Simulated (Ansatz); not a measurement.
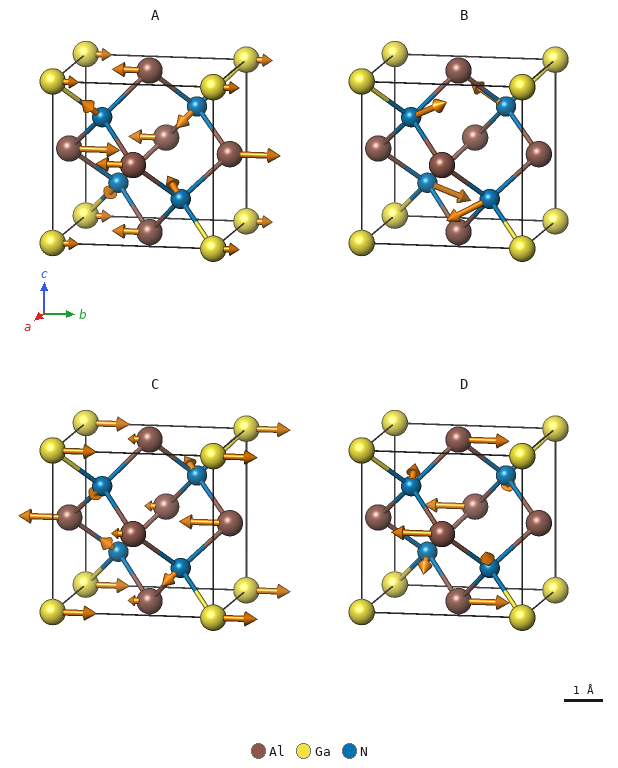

Four optical modes of a crystal of Al3GaN4 at the zone centre, in no order (one member of each degenerate set). The orange arrows give the relative displacements of the atoms. A ball-and-stick model of the cell of the calculation, seen slightly off an axis.

All numbers below come from Ansatz, DFT PBEsol, scalar-relativistic, plane waves, PAW. Settings: plane-wave cutoff 420 eV; k-point mesh 6 × 6 × 6; occupations gaussian; smearing width 0.05 eV; no spin polarisation.

Frequencies are those without the non-analytic (LO–TO) term.

**Rank the modes by frequency, softest first.**

C (242 cm⁻¹), D (327 cm⁻¹), A (518 cm⁻¹), B (701 cm⁻¹). C, T₂: It mainly bends the Al–N, Ga–N bonds; the kinetic energy is shared as Ga 52 %, Al 34 %, N 14 %. D, T₁: The Ga atoms stay at rest; atoms of one kind move against one another, with no net shift of any sublattice; it mainly bends the Al–N, Ga–N bonds; the kinetic energy is shared as Al 80 %, N 20 %. A, T₂: The kinetic energy is shared as Al 62 %, N 25 %, Ga 13 %. B, E: The Al and Ga atoms stay at rest; atoms of one kind move against one another, with no net shift of their sublattice; it stretches the shortest Al–N bonds (1.90 Å).
